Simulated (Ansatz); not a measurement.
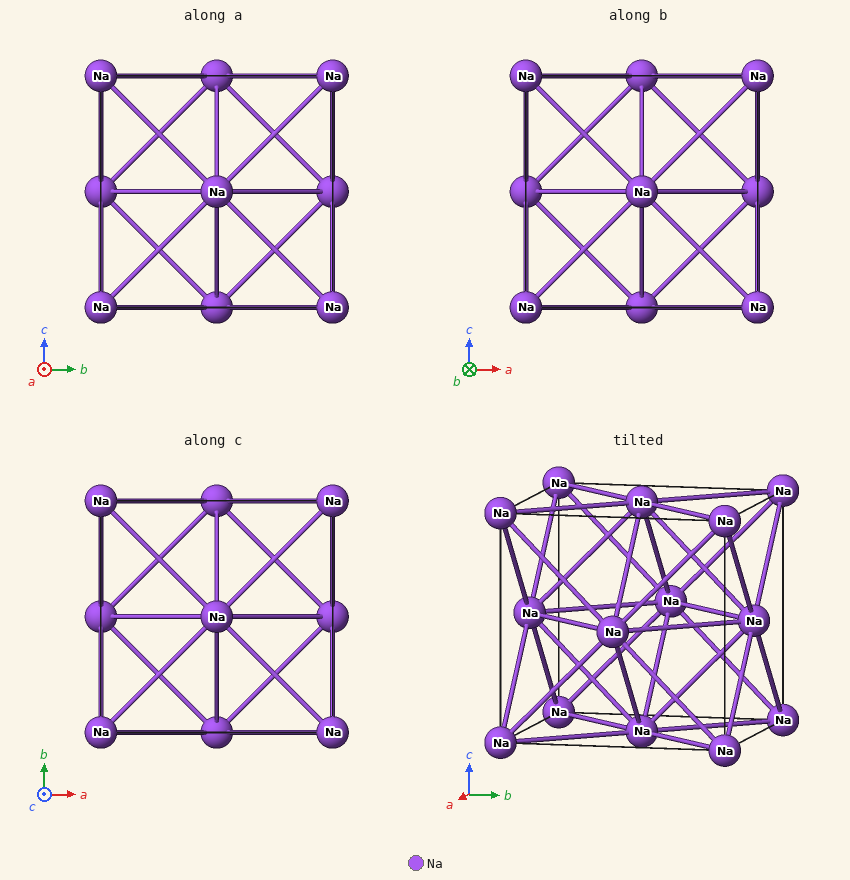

The figure gives a ball-and-stick picture of the atoms, viewed along the a axis, along the b axis, along the c axis and slightly off an axis. The lines enclose the conventional unit cell; boundary atoms appear with their images.

Lattice parameters: a = 5.1486 Å, b = 5.1486 Å, c = 5.1486 Å, α = 90.000°, β = 90.000°, γ = 90.000°.

Q: Give the structure in the form of a CIF with its space group and independent sites.

A:
```cif
data_structure
_symmetry_space_group_name_H-M 'F m -3 m'
_symmetry_Int_Tables_number 225
_cell_length_a 5.1486
_cell_length_b 5.1486
_cell_length_c 5.1486
_cell_angle_alpha 90.000
_cell_angle_beta 90.000
_cell_angle_gamma 90.000
_cell_volume 136.48
loop_
_atom_site_label
_atom_site_type_symbol
_atom_site_symmetry_multiplicity
_atom_site_Wyckoff_symbol
_atom_site_fract_x
_atom_site_fract_y
_atom_site_fract_z
_atom_site_occupancy
Na1 Na 4 a 0.0000 0.0000 0.0000 1
```

It goes back to a structure type filled with this element by a generator (whether the element takes this form wasn't checked). Earlier steps of the study may have refined or changed the cell and positions. A calculation with Ansatz used it as input.
